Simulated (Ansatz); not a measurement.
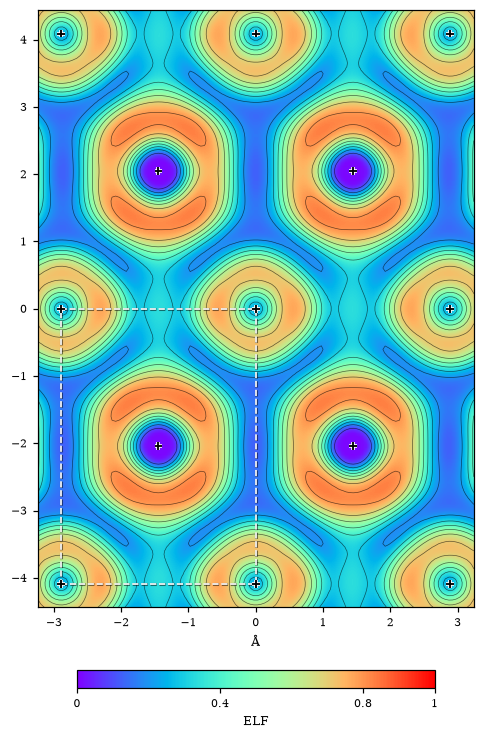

The ELF on a plane through atoms (crosses mark nuclei in the plane).

Method: DFT PBE+U, scalar-relativistic, plane waves, PAW (Ansatz 0.2.0).

Candidates:
A. MoS, a = 2.89 Å, b = 2.89 Å, c = 2.89 Å, α = 90.00°, β = 90.00°, γ = 90.00°. Space group Pm-3m; started from the CsCl (B2) prototype, which need not be the ambient phase; computed pressure about 34 GPa in this cell; computed without spin polarisation; Hubbard U of 4.38 eV on Mo d only.
B. WSe, a = 4.06 Å, b = 4.06 Å, c = 5.74 Å, α = 90.00°, β = 90.00°, γ = 90.00°. Space group Fm-3m; started from the rock salt prototype, which need not be the ambient phase; Hubbard U of 6.2 eV on W d only; the program warned that a lower state may break the symmetry; spin-polarised.

### Which candidate gave the map?

Candidate A: MoS on the (110) plane of the conventional cell, which holds Mo and S. Mo–S (2.50 Å): the ELF peaks at about 0.85 in the valence shell of S, 0.8 Å from its nucleus, and is about 0.30 at the midpoint.
